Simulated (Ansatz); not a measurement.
## Electronic structure of WC in real space

Input file:

```
crystal:
  lattice:
    - [0.0, 2.3021091, 2.3021091]
    - [2.3021091, 0.0, 2.3021091]
    - [2.3021091, 2.3021091, 0.0]
  atoms:
    - { symbol: W, position: [0.0, 0.0, 0.0] }
    - { symbol: C, position: [0.75, 0.75, 0.75] }
hamiltonian:
  xc: { exchange: pbesol, correlation: pbesol, exx: { coeff: 0.25 } }
  pseudopotentials: { kind: paw }
kpoints:
  mp_grid: { grid: [5, 5, 5] }
scf:
  occupations: { method: fermi_dirac, width: 0.05 }
output:
  forces: true
  stress: true
  eigenvalues: true
  write_density: true
  write_potential: true
  elf: true
  volumetric_format: npy
```

Below, planes, directions and counts refer to the conventional cell (a = 4.60 Å, b = 4.60 Å, c = 4.60 Å, α = 90.00°, β = 90.00°, γ = 90.00°).

Space group F-43m; a structure from a database of computed crystals, not necessarily the ambient phase; a generated structure, not necessarily the stable one; computed pressure about 6 GPa in this cell.

These are results of Kohn-Sham DFT of a periodic cell, PBEsol0, Ansatz PAW in Ansatz, not measurements.

The density is the valence pseudo-density of a PAW calculation; it isn't the true density close to the nuclei.

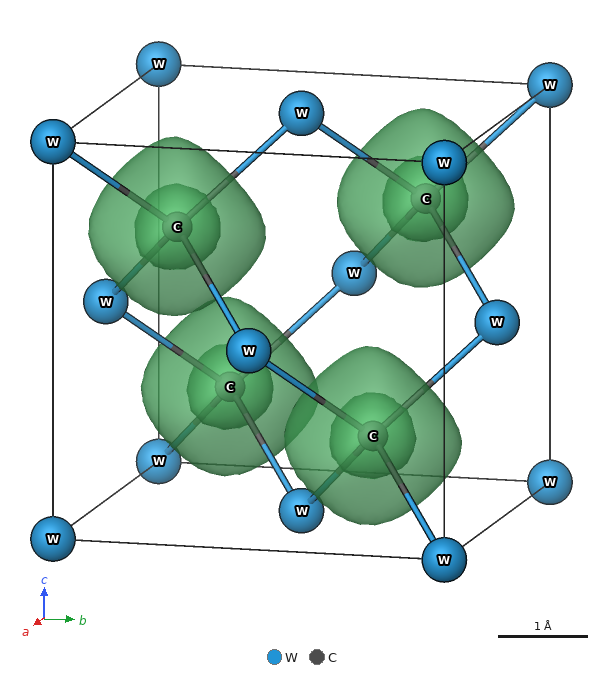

Figure 1. Isosurface of the electron localisation function at 0.65 (green), seen slightly off an axis. Core shells and regions of very low density are left out. Sticks mark near contacts.

> Describe the localisation domains.

The surface consists of four regions wrapped around C (the valence shell of each), counted in one cell of 8 atoms. Regions shared between cells count once.


W–C (1.99 Å): the ELF peaks at about 0.80 in the valence shell of C, 0.6 Å from its nucleus, and is about 0.35 at the midpoint.

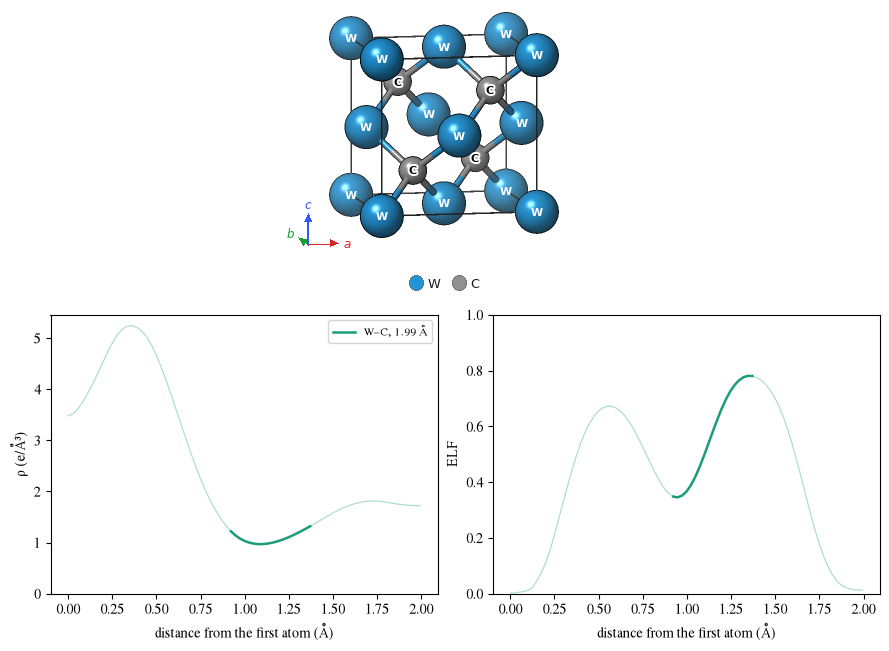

Figure 2. Valence pseudo-density and electron localisation function along straight lines between neighbouring atoms. Thin, pale parts lie inside the atomic spheres. The structure is drawn too.

> What can be read from the curves?

W–C (1.99 Å): the density is about 1 e/Å³ at the midpoint; the ELF peaks at about 0.80 in the valence shell of C, 0.6 Å from its nucleus, and is about 0.35 at the midpoint.

> Does the calculation make it a metal, or give it a gap?

It is metallic or semimetallic at this level of theory: no gap opens.
